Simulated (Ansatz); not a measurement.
System: C, space group P6/mmm (No. 191).

Structure:
```
CELL_PARAMETERS angstrom
2.45617 0.00000 0.00000
-1.22809 2.12711 0.00000
0.00000 0.00000 8.52380
ATOMIC_POSITIONS crystal
C 0.33333 0.66667 0.00000
C 0.66667 0.33333 0.00000
```

Calculation (Ansatz 0.2.0): deformation of a crystal at fixed volume, lengths along the axis scaled against those across it, fractional coordinates fixed, by plane-wave density functional theory with PAW datasets, free energies less that of the undisturbed cell, pressure positive in compression; scalar-relativistic. Level: r2SCAN, no spin polarisation.

```csv
setting,value
wave cutoff,500 eV
k mesh,24×24×6
occupations,Gaussian
smearing width,0.15 eV
k shift,"(0, 0, 0) (mesh steps)"
start,as given
path,axial
axis direction,"(0, 0, 1) (Cartesian unit vector)"
```

What does the calculation give for the energy change and pressure against relative axial ratio? The relative axial ratio takes the values 0.80, 0.85, 0.92, 0.96, 1.00, 1.05, 1.10, 1.20, 1.30.

The energy change is 347 meV/atom at relative axial ratio 0.80 and 612 meV/atom at 1.30; the lowest computed point is at relative axial ratio 1.00 (0 meV/atom), in a single well. The pressure rises from −21.0 GPa at relative axial ratio 0.80 to 35.8 GPa at 1.30, and changes sign near 1.00.

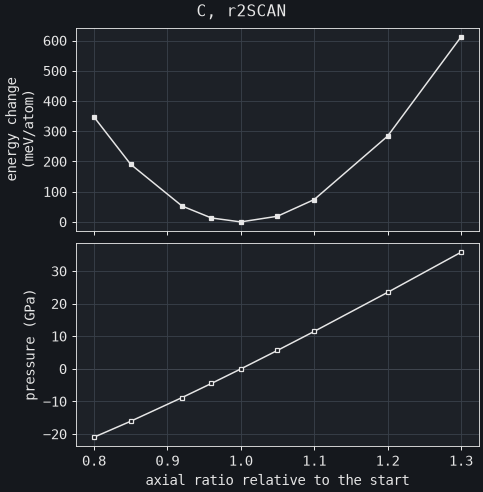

Caveats: reference crystal is not relaxed; shape and atomic fractions are frozen while scaling, which makes layered, chain and framework solids too stiff.
